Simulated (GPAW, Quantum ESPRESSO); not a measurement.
# Cu K ELNES/XANES of CuI (Marshite, F-43m) from DFT, part 4 of 4

Do two independent programs agree on the Cu K edge of CuI (Marshite, F-43m)? The same cell and functional are run with XSpectra and with GPAW.

Quantum ESPRESSO 7.5 and GPAW 26.7.0; core-hole supercells, plane-wave PAW LDA.

So far. Step 10 (The field without a hole (GPAW)): The mesh shows a gap of 0.96 eV, so the hole is first treated in a charged cell, without the excited electron. Step 11 (Spectrum without a core hole, Cu atom 2 (GPAW)): Main maxima below 30 eV (height): 4.8 eV (1.57), 7.2 eV (1.15), 11.4 eV (1.42), 14.8 eV (1.24), 24.4 eV (1.10) and 29.8 eV (1.19). 

The database entry behind the starting cell differs from later determinations by our own check (about 0.15 % long (mineral sample)), so it need not match the best structure at ambient conditions.

### Step 13. Spectrum with FCH, Cu atom 2 (GPAW)

Level of this step: X-ray absorption from dipole matrix elements to empty bands, plane-wave PAW LDA (GPAW).

The holes are 6.1 Å apart. The excited electron is left out and a uniform background balances the charge. After the field has converged, empty bands are computed with the density fixed and the dipole matrix elements are summed.

Input file xas.py:

```python
import numpy as np
from ase import Atoms
from ase.parallel import parprint, paropen
from gpaw import GPAW, PW, FermiDirac, Mixer, MixerDif, setup_paths
from gpaw.test import gen
setup_paths.insert(0, '.')
gen('Cu', name='fch1s', xcname='LDA', corehole=(1, 0, 1), write_xml=True)
from gpaw.mpi import world
world.barrier()

atoms = Atoms('I4Cu4',
    cell=[[0, 0, 6.063],
     [6.063, 0, 0],
     [0, 6.063, 0]],
    scaled_positions=[[0, 0, 0],
     [0, 0.5, 0.5],
     [0.5, 0.5, 0],
     [0.5, 0, 0.5],
     [0.75, 0.75, 0.75],
     [0.75, 0.25, 0.25],
     [0.25, 0.25, 0.75],
     [0.25, 0.75, 0.25]],
    pbc=True)
atoms.calc = calc = GPAW(legacy_gpaw=True, mode=PW(500, force_complex_dtype=True), xc='LDA', setups={4: 'fch1s'},
    kpts={'size': (3, 3, 3), 'gamma': True}, occupations=FermiDirac(0.02),
    charge=0, mixer=Mixer(0.1, 5, 50), maxiter=150,
    convergence={'density': 0.0001, 'eigenstates': 1e-6}, txt='scf.txt')
energy = atoms.get_potential_energy() + calc.get_reference_energy()
ef = calc.get_fermi_level()
out = dict(energy=energy, fermi=ef, forces=atoms.get_forces().tolist())
parprint(f'all-electron energy {energy:.4f} eV, Fermi level {ef:.4f} eV')
ev = np.array([[calc.get_eigenvalues(k, s) for k in range(len(calc.get_ibz_k_points()))] for s in range(calc.get_number_of_spins())])
out['homo'], out['lumo'], out['counts'] = ev[ev < ef].max(), ev[ev > ef].min(), sorted(set((ev < ef).sum((0, 2)).tolist()))
out['filled'] = (ev[:, 0] < ef).sum(1).tolist()

from ase.units import Ha
from gpaw.xas import dipole_matrix_elements
nb = int(calc.get_number_of_electrons() / 2) + 135
top, nb = nb, nb + 8 + nb // 12
nscf = calc.fixed_density(kpts={'size': (4, 4, 4), 'gamma': True}, nbands=nb,
    convergence={'bands': top, 'eigenstates': 1e-5}, maxiter=60, txt='nscf.txt')
cell = atoms.cell.array
ops = [cell.T @ U.T @ np.linalg.inv(cell.T) for U in nscf.wfs.kd.symmetry.op_scc]
filled = [36]  # bands filled in the ground state, by spin
E = np.arange(-6, 34, 0.1)
fwhm = np.interp(E, [4, 25], [1.55, 3.5])
Y, X, zero, highest = 0, 0, 1e9, 1e9
for spin in range(nscf.get_number_of_spins()):
    wfs = nscf.wfs
    A = dipole_matrix_elements(wfs.setups[4])
    eps = np.zeros((wfs.kd.nibzkpts, nb))
    d = np.zeros((3, A.shape[1], wfs.kd.nibzkpts, nb), complex)
    for kpt in wfs.kpt_u:
        if kpt.s == spin and 4 in kpt.P_ani:
            eps[kpt.k] = kpt.eps_n * Ha
            d[:, :, kpt.k] = (kpt.weight * wfs.nspins / 2) ** 0.5 * np.inner(A, kpt.P_ani[4])
    world.sum(eps)
    world.sum(d)
    T = np.einsum('amkn,bmkn->abkn', d, d.conj()).real
    T = sum(np.einsum('ai,ijkn,bj->abkn', R, T, R) for R in ops) / len(ops)
    empty = np.ones_like(eps, bool) & (np.arange(nb) >= filled[spin])
    zero, highest = min(zero, eps[empty].min()), min(highest, eps[:, top - 1].min())
    lines = [(eps, T, empty)] if spin == 0 else lines + [(eps, T, empty)]
for eps, T, empty in lines:
    f = np.einsum('aakn->akn', T).reshape(3, -1)
    x = eps.ravel() - zero
    w = np.interp(x, E, fwhm) / 2.35482
    g = np.exp(-0.5 * ((E[:, None] - x) / w) ** 2) / (w * (2 * np.pi) ** 0.5)
    Y = Y + (f * empty.ravel()) @ g.T
    X = X + (f * ~empty.ravel()) @ g.T
out.update(E=E.round(2).tolist(), xas=Y.tolist(), xes=X.tolist(), zero=zero, valid=highest - zero, nk=len(eps), nb=nb)
for i in range(0, len(E), 10):
    parprint(f'{E[i]:7.2f}', *(f'{v:10.3e}' for v in Y[:, i]))
import json
with paropen('out.json', 'w') as f:
    json.dump(out, f)
```

The run is started by

```
$ OMP_NUM_THREADS=1 mpirun -n 4 gpaw python xas.py
```

Numbers of over 12 decimals in the logs are rounded to 6 here.

Output:

```text
Input parameters:
  convergence: {density: 0.0001,
                eigenstates: 1e-06}
  kpts: {gamma: True,
         size: (3, 3, 3)}
  maxiter: 150
  mixer: {backend: pulay,
          beta: 0.1,
          method: separate,
          nmaxold: 5,
          weight: 50}
  mode: {ecut: 500.0,
         force_complex_dtype: True,
         name: pw}
  occupations: {fixmagmom: False,
                name: fermi-dirac,
                width: 0.02}
  setups: {4: fch1s}

Initialize ...

[... PAW data sets ...]

Reference energy: -944339.432359  # eV

Spin-paired calculation

[... convergence settings ...]
Symmetries present (total): 6
  [... symmetry matrices ...]

27 k-points: 3 x 3 x 3 Monkhorst-Pack grid
6 k-points in the irreducible part of the Brillouin zone
       k-points in crystal coordinates                weights
   0:     0.00000000    0.00000000    0.00000000          1/27
   1:     0.33333333    0.00000000   -0.33333333          6/27
   2:     0.33333333    0.00000000    0.00000000          6/27
   3:     0.33333333    0.33333333   -0.33333333          6/27
   4:     0.33333333    0.33333333    0.00000000          6/27
   5:     0.33333333    0.33333333    0.33333333          2/27

Wave functions: Plane wave expansion
  Cutoff energy: 500.000 eV
  Number of coefficients (min, max): 5646, 5695
  Pulay-stress correction: 0.000000 eV/Ang^3 (de/decut=0.000000)
  Using FFTW library
  Wavefunction extrapolation:
    Improved wavefunction reuse through dual PAW basis

Occupation numbers: Fermi-Dirac:
  width: 0.0200  # eV

Eigensolver
   Davidson(niter=2)

Densities:
  Coarse grid: 32*32*32 grid
  Fine grid: 64*64*64 grid
  Total Charge: 1.000000

Density mixing:
  Method: separate
  Backend: pulay
  Linear mixing parameter: 0.1
  old densities: 5
  Width of damping distribution: 1.1
  Damping of long wavelength oscillations: 50

[... Hamiltonian set-up ...]
Number of atoms: 8
Number of atomic orbitals: 52
Number of bands in calculation: 48
Number of valence electrons: 72
Bands to converge: occupied

... initialized

Initializing position-dependent things.

Density initialized from atomic densities
Creating initial wave functions:
  48 bands from LCAO basis set

                     Cu
            Cu
         I
             Cu
               I
                   Cu
                I
       I

Atomic positions and initial magnetic moments

Positions:
   0 I      0.000000    0.000000    0.000000    ( 0.0000,  0.0000,  0.0000)
   1 I      3.031500    3.031500    0.000000    ( 0.0000,  0.0000,  0.0000)
   2 I      3.031500    0.000000    3.031500    ( 0.0000,  0.0000,  0.0000)
   3 I      0.000000    3.031500    3.031500    ( 0.0000,  0.0000,  0.0000)
   4 Cu     4.547250    4.547250    4.547250    ( 0.0000,  0.0000,  0.0000)
   5 Cu     1.515750    1.515750    4.547250    ( 0.0000,  0.0000,  0.0000)
   6 Cu     1.515750    4.547250    1.515750    ( 0.0000,  0.0000,  0.0000)
   7 Cu     4.547250    1.515750    1.515750    ( 0.0000,  0.0000,  0.0000)

Unit cell:
           periodic     x           y           z      points  spacing
  1. axis:    yes    0.000000    0.000000    6.063000    32     0.1895
  2. axis:    yes    6.063000    0.000000    0.000000    32     0.1895
  3. axis:    yes    0.000000    6.063000    0.000000    32     0.1895

  Lengths:   6.063000   6.063000   6.063000
  Angles:   90.000000  90.000000  90.000000

Effective grid spacing dv^(1/3) = 0.1895

iter:   1   -43.208329
iter:   2   -40.576766   -1.19  -1.19
iter:   3   -39.640593   -1.23  -1.32
iter:   4   -39.428499   -1.92  -1.51
iter:   5   -39.384804   -2.69  -1.79
iter:   6   -39.373052   -2.66  -1.94
iter:   7   -39.357491c  -2.51  -2.47
iter:   8   -39.354325c  -3.97  -2.71
iter:   9   -39.354032c  -4.46  -3.08
iter:  10   -39.353930c  -5.59  -3.36
iter:  11   -39.354228c  -4.44  -3.45
iter:  12   -39.353947c  -5.39  -3.69
iter:  13   -39.353882c  -5.63  -3.93
iter:  14   -39.353871c  -6.16c -4.49c

Converged after 14 iterations.

Dipole moment: (0.261190, 0.261190, 0.261190) |e|*Ang

Energy contributions relative to reference atoms: (reference = -944339.432359)

Kinetic:        -35.815923
Potential:      +15.719325
External:        +0.000000
XC:             -19.233177
Entropy (-ST):   -0.000000
Local:           -0.024096
SIC:             +0.000000
--------------------------
Free energy:    -39.353871
Extrapolated:   -39.353871

Showing only first 2 kpts
 Kpt  Band  Eigenvalues  Occupancy
  0    34      3.96388    2.00000
  0    35      3.96388    2.00000
  0    36      4.84717    0.00000
  0    37      6.55411    0.00000

  1    34      3.16031    2.00000
  1    35      3.71609    2.00000
  1    36      6.44135    0.00000
[...]
Fermi level: 4.44012

Gap: 0.883 eV
Transition (v -> c):
  (s=0, k=0, n=35, [0.00, 0.00, 0.00]) -> (s=0, k=0, n=36, [0.00, 0.00, 0.00])
No difference between direct/indirect transitions

Forces in eV/Ang:
  0 I     0.21420    0.21420    0.21420
  1 I    -0.21418   -0.21418    0.21419
  2 I    -0.21418    0.21419   -0.21418
  3 I     0.21419   -0.21418   -0.21418
  4 Cu    0.00000    0.00000    0.00000
  5 Cu   -0.00001   -0.00001    0.00001
  6 Cu   -0.00001    0.00001   -0.00001
  7 Cu    0.00001   -0.00001   -0.00001
Scalar-relativistic atomic LDA calculation for Cu (Copper, Z=29)
Core hole in 1s state (1s occupation: 1.0)
600 radial gridpoints.
|------------------------------------------------|
|------------------------------------------------|
[... the atom generator's iteration count ...]

Energy contributions:
-------------------------
Kinetic:    +1336.692400
XC:           -57.131451
Potential:  -2600.779951
-------------------------
Total:      -1321.219003

state      eigenvalue         ekin         rmax
-----------------------------------------------
1s^1.0 :  -337.058981   426.036309        0.034
2s^2.0 :   -41.859242    83.018235        0.193
2p^6.0 :   -37.118937    82.366106        0.153
3s^2.0 :    -4.941495    18.413630        0.596
3p^6.0 :    -3.402187    16.582998        0.594
3d^10.0:    -0.747943    11.230631        0.562
4s^1.0 :    -0.517664     1.791433        2.006
4p^0.0 :    -0.294182     1.077284        2.520
-----------------------------------------------
(units: Bohr and Hartree)

Generating PAW setup
Kinetic energy of the core from tauc = 1233.538363
Cutoffs:
rc(s)=2.200
rc(p)=2.200
rc(d)=2.000
rc(vbar)=1.800
rc(comp)=2.000
rc(nct)=2.200

Kinetic energy of the core states: 1222.594660
Charge: 1.0
Core electrons: 17.0
Valence electrons: 11.0
Pseudo-core charge: 0.267927
Shape function alpha=2.500
Pseudo-electron charge 3.306954
state    eigenvalue         norm
--------------------------------
4s(1) :    -0.517664     1.110086
*s    :     0.482336
4p(0) :    -0.294182     1.012069
*p    :     0.705818
3d(10):    -0.747943     0.192894
*d    :     0.252057
--------------------------------

Diagonalizing with gridspacing h=0.050

state   all-electron     PAW
-------------------------------
4s:      -0.517664    -0.517809
4p:      -0.294182    -0.294289
3d:      -0.747943    -0.748405
*f:                   -0.018700
-------------------------------
all-electron energy -944378.7862 eV, Fermi level 4.4401 eV
[...]
31.00  1.776e-07  1.776e-07  1.776e-07
  32.00  1.667e-07  1.667e-07  1.667e-07
  33.00  1.662e-07  1.662e-07  1.662e-07
```

The job ended after 1.7 min (4 MPI ranks of Arm Neoverse V1, shared host; peak memory 0.36 GiB).

The Cu K spectrum, Cu atom 2, full core hole (charged cell) (energy from the lowest empty level; intensity scaled to a mean of 1 over the first 20 eV):

| E (eV) | intensity |
| --- | --- |
| -2.0 | 0.00 |
| -0.5 | 0.00 |
| 1.0 | 0.14 |
| 2.5 | 0.91 |
| 4.0 | 1.92 |
| 5.5 | 1.29 |
| 7.0 | 1.04 |
| 8.5 | 0.98 |
| 10.0 | 1.09 |
| 11.5 | 1.22 |
| 13.0 | 1.07 |
| 14.5 | 0.89 |
| 16.0 | 0.95 |
| 17.5 | 0.79 |
| 19.0 | 0.82 |
| 20.5 | 0.90 |
| 22.0 | 0.92 |
| 23.5 | 0.94 |
| 25.0 | 0.90 |
| 26.5 | 0.87 |
| 28.0 | 0.91 |
| 29.5 | 1.02 |
| 31.0 | 0.99 |

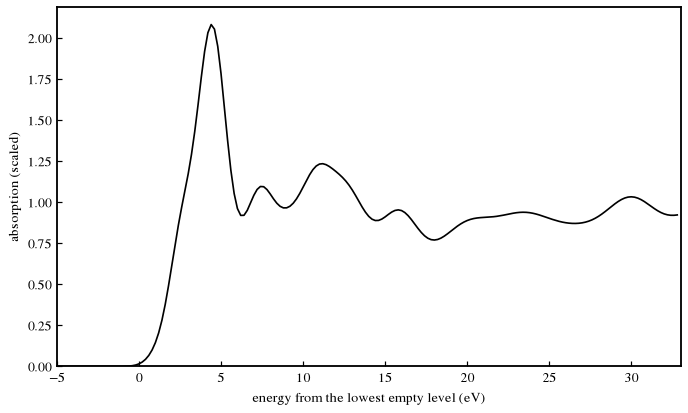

The Cu K edge, Cu atom 2, full core hole (charged cell): main maxima at 4.4, 7.4 and 11.2 eV.

Main maxima below 30 eV (height): 4.4 eV (2.08), 7.4 eV (1.10), 11.2 eV (1.23), 15.8 eV (0.95) and 23.4 eV (0.94). 

The hole costs E(hole) − E(ground) = 8986.78 eV, and the lowest empty level of the hole cell on the spectrum's mesh lies at 4.85 eV, which puts the zero at 8991.62 eV. With the free-atom term of -29.79 eV for this edge, the photon energy is 8961.83 eV.

### Step 14. Excitation energy, Cu atom 2 (GPAW)

With the excited electron kept in the cell the system stays neutral, and the energy difference is an excitation energy by itself. In a small cell that electron takes up a good share of the lowest empty band, or all of one, which shifts the value from the true onset.

Changed against the first core-hole run: core hole to XCH, with the smearing that suits a partly filled band.

Input file scf.py:

```python
import numpy as np
from ase import Atoms
from ase.parallel import parprint, paropen
from gpaw import GPAW, PW, FermiDirac, Mixer, MixerDif, setup_paths
from gpaw.test import gen
setup_paths.insert(0, '.')
gen('Cu', name='fch1s', xcname='LDA', corehole=(1, 0, 1), write_xml=True)
from gpaw.mpi import world
world.barrier()

atoms = Atoms('I4Cu4',
    cell=[[0, 0, 6.063],
     [6.063, 0, 0],
     [0, 6.063, 0]],
    scaled_positions=[[0, 0, 0],
     [0, 0.5, 0.5],
     [0.5, 0.5, 0],
     [0.5, 0, 0.5],
     [0.75, 0.75, 0.75],
     [0.75, 0.25, 0.25],
     [0.25, 0.25, 0.75],
     [0.25, 0.75, 0.25]],
    pbc=True)
atoms.calc = calc = GPAW(legacy_gpaw=True, mode=PW(500, force_complex_dtype=True), xc='LDA', setups={4: 'fch1s'},
    kpts={'size': (3, 3, 3), 'gamma': True}, occupations=FermiDirac(0.04),
    charge=-1, mixer=Mixer(0.1, 5, 50), maxiter=150,
    convergence={'density': 0.0001, 'eigenstates': 1e-6}, txt='scf.txt')
energy = atoms.get_potential_energy() + calc.get_reference_energy()
ef = calc.get_fermi_level()
out = dict(energy=energy, fermi=ef, forces=atoms.get_forces().tolist())
parprint(f'all-electron energy {energy:.4f} eV, Fermi level {ef:.4f} eV')
ev = np.array([[calc.get_eigenvalues(k, s) for k in range(len(calc.get_ibz_k_points()))] for s in range(calc.get_number_of_spins())])
out['homo'], out['lumo'], out['counts'] = ev[ev < ef].max(), ev[ev > ef].min(), sorted(set((ev < ef).sum((0, 2)).tolist()))
out['filled'] = (ev[:, 0] < ef).sum(1).tolist()
import json
with paropen('out.json', 'w') as f:
    json.dump(out, f)
```

The run is started by

```
$ OMP_NUM_THREADS=1 mpirun -n 4 gpaw python scf.py
```

Output:

```text
Input parameters:
  charge: -1
  convergence: {density: 0.0001,
                eigenstates: 1e-06}
  kpts: {gamma: True,
         size: (3, 3, 3)}
  maxiter: 150
  mixer: {backend: pulay,
          beta: 0.1,
          method: separate,
          nmaxold: 5,
          weight: 50}
  mode: {ecut: 500.0,
         force_complex_dtype: True,
         name: pw}
  occupations: {fixmagmom: False,
[...]
*s    :     0.482336
4p(0) :    -0.294182     1.012069
*p    :     0.705818
3d(10):    -0.747943     0.192894
*d    :     0.252057
--------------------------------

Diagonalizing with gridspacing h=0.050

state   all-electron     PAW
-------------------------------
4s:      -0.517664    -0.517809
4p:      -0.294182    -0.294289
3d:      -0.747943    -0.748405
*f:                   -0.018700
-------------------------------
all-electron energy -944372.8901 eV, Fermi level 6.3270 eV
[key lines of the parts left out:]
Converged after 18 iterations.
Dipole moment: (0.218749, 0.218749, 0.218749) |e|*Ang
Free energy:    -33.463701
Fermi level: 6.32700
```

The job ended after 16 s (4 MPI ranks; peak memory 0.21 GiB; 62 s of CPU time).

The total-energy difference is 8992.67 eV. With the free-atom term of -29.79 eV for this edge, the photon energy is 8962.88 eV.

### Step 15. The two programs side by side

The line shapes differ (Lorentzian half width 0.78 eV up to 4 eV, rising linearly to 1.75 eV at 25 eV (not a setting of the program: the run's 0.4 eV curve was folded afterwards with a further Lorentzian), against Gaussian full width 1.55 eV up to 4 eV, rising linearly to 3.5 eV at 25 eV), so both get a further Gaussian of 1.5 eV full width before they are compared; the Lorentzian tails remain.

| E (eV) | XSpectra | GPAW |
| --- | --- | --- |
| -2.00 | 0.09 | 0.00 |
| -1.25 | 0.12 | 0.00 |
| -0.50 | 0.16 | 0.01 |
| 0.25 | 0.23 | 0.06 |
| 1.00 | 0.36 | 0.21 |
| 1.75 | 0.58 | 0.51 |
| 2.50 | 0.87 | 0.91 |
| 3.25 | 1.18 | 1.36 |
| 4.00 | 1.39 | 1.74 |
| 4.75 | 1.42 | 1.75 |
| 5.50 | 1.28 | 1.37 |
| 6.25 | 1.15 | 1.07 |
| 7.00 | 1.06 | 1.03 |
| 7.75 | 1.01 | 1.04 |
| 8.50 | 1.04 | 1.01 |
| 9.25 | 1.08 | 1.02 |
| 10.00 | 1.13 | 1.09 |
| 10.75 | 1.16 | 1.18 |
| 11.50 | 1.15 | 1.20 |
| 12.25 | 1.10 | 1.15 |
| 13.00 | 1.04 | 1.06 |
| 13.75 | 1.02 | 0.97 |
| 14.50 | 1.02 | 0.92 |
| 15.25 | 1.01 | 0.92 |
| 16.00 | 0.96 | 0.92 |
| 16.75 | 0.91 | 0.87 |
| 17.50 | 0.88 | 0.81 |
| 18.25 | 0.90 | 0.80 |
| 19.00 | 0.93 | 0.83 |
| 19.75 | 0.95 | 0.87 |
| 20.50 | 0.97 | 0.90 |
| 21.25 | 0.98 | 0.91 |
| 22.00 | 0.99 | 0.92 |
| 22.75 | 1.00 | 0.93 |
| 23.50 | 1.01 | 0.93 |
| 24.25 | 1.00 | 0.92 |
| 25.00 | 0.98 | 0.90 |
| 25.75 | 0.96 | 0.88 |
| 26.50 | 0.96 | 0.88 |
| 27.25 | 1.00 | 0.89 |
| 28.00 | 1.08 | 0.92 |
| 28.75 | 1.19 | 0.97 |
| 29.50 | 1.26 | 1.01 |
| 30.25 | 1.26 | 1.01 |
| 31.00 | 1.21 | 0.99 |
| 31.75 | 1.16 | 0.95 |

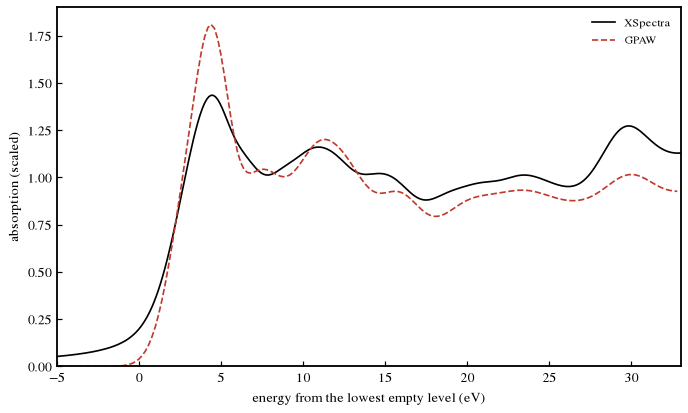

XSpectra and GPAW after a common extra broadening.

|  | XSpectra | GPAW |
| --- | --- | --- |
| k mesh of the spectrum | 3×3×3 | 4×4×4 |
| cutoff (eV) | 830 | 500 |
| highest intensity below 24 eV after the common broadening, eV (height) | 4.4 (1.43) | 4.4 (1.81) |
| zero, corrected photon energy (eV) | 8966.0 | 8961.8 |
| core time, hole field and spectrum | 5.3 min | 7 min |

### Step 16. With and without the hole

XSpectra's curves. Both curves are counted from their own zero, so only the shift of weight within the empty states shows.

| E (eV) | no hole | FCH |
| --- | --- | --- |
| -2.0 | 0.08 | 0.09 |
| -1.0 | 0.10 | 0.12 |
| 0.0 | 0.14 | 0.18 |
| 1.0 | 0.24 | 0.33 |
| 2.0 | 0.45 | 0.64 |
| 3.0 | 0.67 | 1.11 |
| 4.0 | 1.12 | 1.45 |
| 5.0 | 1.29 | 1.44 |
| 6.0 | 1.02 | 1.14 |
| 7.0 | 0.99 | 1.06 |
| 8.0 | 1.28 | 0.97 |
| 9.0 | 1.08 | 1.07 |
| 10.0 | 1.04 | 1.14 |
| 11.0 | 1.04 | 1.17 |
| 12.0 | 1.44 | 1.13 |
| 13.0 | 1.35 | 1.02 |
| 14.0 | 1.12 | 1.01 |
| 15.0 | 0.98 | 1.03 |
| 16.0 | 0.95 | 0.97 |
| 17.0 | 1.12 | 0.87 |
| 18.0 | 1.17 | 0.88 |
| 19.0 | 1.05 | 0.93 |
| 20.0 | 0.99 | 0.95 |
| 21.0 | 0.95 | 0.98 |
| 22.0 | 1.01 | 0.98 |
| 23.0 | 1.19 | 1.02 |
| 24.0 | 1.23 | 1.01 |
| 25.0 | 1.08 | 0.98 |
| 26.0 | 0.99 | 0.94 |
| 27.0 | 1.00 | 0.96 |
| 28.0 | 1.10 | 1.07 |
| 29.0 | 1.30 | 1.25 |
| 30.0 | 1.43 | 1.30 |
| 31.0 | 1.43 | 1.21 |
| 32.0 | 1.39 | 1.13 |

With each curve scaled to its own mean, the area from −2 to 6 eV with the hole is 5.9 against 4.6, and the centre of weight from −1 to 20 eV moves by -0.8 eV: the hole pulls the absorber's empty states down.

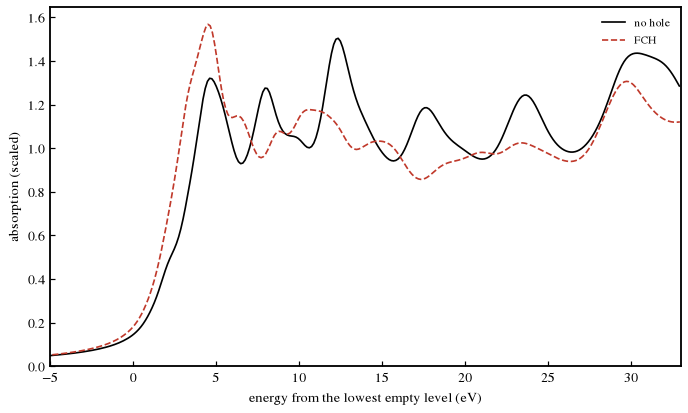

The Cu K edge with and without the core hole, each from its own zero; the highest intensity below 24 eV lies at 4.5 eV with the hole.

### Step 17. Runs not followed above

These runs aren't followed: redraws of a spectrum that repeat one shown, runs with a planted fault or a state judged unsound, or a program's part that gave no sound spectrum.

| program | step | status | elapsed |
| --- | --- | --- | --- |
| Quantum ESPRESSO | no core hole, redrawn | converged | 1.8 s |
| Quantum ESPRESSO | spectrum with FCH, redrawn | converged | 0.83 s |

### Step 18. Results

| Quantity | Value |
| --- | --- |
| absorber and edge | Cu K, atom 2 of the ground-state input (counted from 1) |
| surroundings | 4 I at 2.63 Å (tetrahedral, site symmetry -43m) |
| highest intensity below 24 eV (XSpectra, narrow line) | 4.5 eV above the zero, height 1.57 |
| photon energy of the zero, with the added terms | 8966.0 eV (raw 8995.8 eV; LDA puts this hole about 18 eV below PBE, itself good to a few eV) |

In words: The two programs agree on the overall shape: 14 % r.m.s. remains over the first 14 eV after a relative shift of 0.0 eV, and their photon-energy zeros differ by 4.2 eV. What differs may come from the PAW partial waves, meshes, cutoffs and line shapes. An offset of the zeros of this size is more than meshes or line shapes can give; the atomic core treatment of the two data sets is the likely place. In XSpectra the Cu K edge of atom 2, with 4 I at 2.63 Å (tetrahedral, site symmetry -43m), has its highest intensity of the first 24 eV at 4.5 eV above the zero, near 8971 eV in photon energy (LDA puts this hole about 18 eV below PBE, itself good to a few eV), 1.6 times the mean level of the first 20 eV (Lorentzian half width 0.78 eV up to 4 eV, rising linearly to 1.75 eV at 25 eV (not a setting of the program: the run's 0.4 eV curve was folded afterwards with a further Lorentzian)). In XSpectra: With each curve scaled to its own mean, the area from −2 to 6 eV with the hole is 5.9 against 4.6, and the centre of weight from −1 to 20 eV moves by -0.8 eV: the hole pulls the absorber's empty states down. In GPAW: With each curve scaled to its own mean, the area from −2 to 6 eV with the hole is 6.2 against 4.6, and the centre of weight from −1 to 20 eV moves by -0.8 eV: the hole pulls the absorber's empty states down. In XSpectra the neutral-cell energy lies +1.1 eV from the charged-cell zero, a gap made of the charged-cell error and of where the added electron settles. In GPAW the neutral-cell energy lies +1.0 eV from the charged-cell zero, a gap made of the charged-cell error and of where the added electron settles. The holes are only 6.1 Å apart, so the shape is probably not converged with cell size; no larger cell was run here. Lifetime broadening is put in by hand, and intensities beyond about 20 eV depend on it and on the partial waves. The structure is a published determination, not relaxed.

[Banner, clock and machine lines of the logs are left out without a mark of their own.]

[Logs are printed without paths, hosts, clocks, repeated set-up lines and the standing remarks that a program may print on its own settings, such as how far it seeks lower states.]

[Hosts, paths, dates, database ids (printed as entryN), source tags and the programs' standing remarks are cut or masked in the printed files.]

[Lists of maxima count a maximum above −3 eV only where it reaches 4 % of the highest in the window and stands out from its surroundings by 2 % of it (1.5 % where it reaches 55 %); shoulders and weaker maxima are passed over, and of the rest the first, up to two pre-edge ones and the few strongest are named.]
